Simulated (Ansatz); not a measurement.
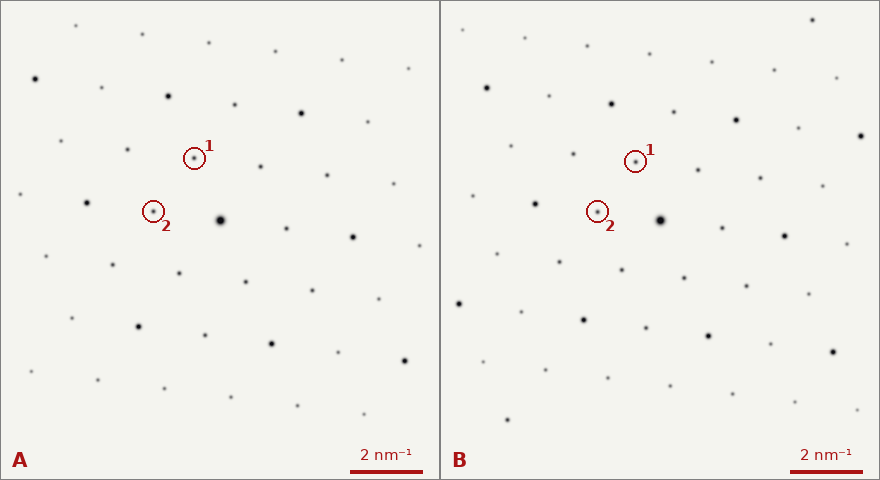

Kinematic electron diffraction patterns (120 kV, B = 0.5 Å², same scale) along [001] of the run's own cell, for the start and the end of one relaxation of SnSe with Ansatz 0.2.0, DFT r2SCAN, scalar-relativistic, plane waves, PAW. k mesh 6×6×8. The start is a generated model structure, and the relaxation ends in the nearest stationary point of its symmetry, not necessarily the ground state. Spot 1 is -1 0 0 and spot 2 is 0 -1 0 in both.

Start structure:

```
CELL_PARAMETERS angstrom
6.19274 0.00000 0.00000
-3.09637 5.36307 0.00000
0.00000 0.00000 4.99642
ATOMIC_POSITIONS crystal
Sn 0.50000 0.00000 0.00000
Sn 0.50000 0.50000 0.00000
Sn 0.00000 0.50000 0.00000
Se 0.00000 0.00000 0.00000
Se 0.33333 0.66667 0.50000
Se 0.66667 0.33333 0.50000
```

### Which pattern belongs to the start structure, and which to the relaxed one?

A is the start: its cell gives d(1) = 5.363 Å, d(2) = 5.363 Å and an angle of 60.0°. B is the relaxed structure, with d(1) = 5.724 Å (+6.7 %), d(2) = 5.724 Å (+6.7 %) and 60.0°.

### Summarise the relaxation behind the change.

The volume changed by +2.9 % to 28.46 Å³ an atom; the fractional coordinates hardly changed; the space group stayed P6/mmm (No. 191); the free energy fell by 120 meV an atom. Relaxed cell: a = 6.610 Å, b = 6.610 Å, c = 4.513 Å, α = 90.00°, β = 90.00°, γ = 120.00°.
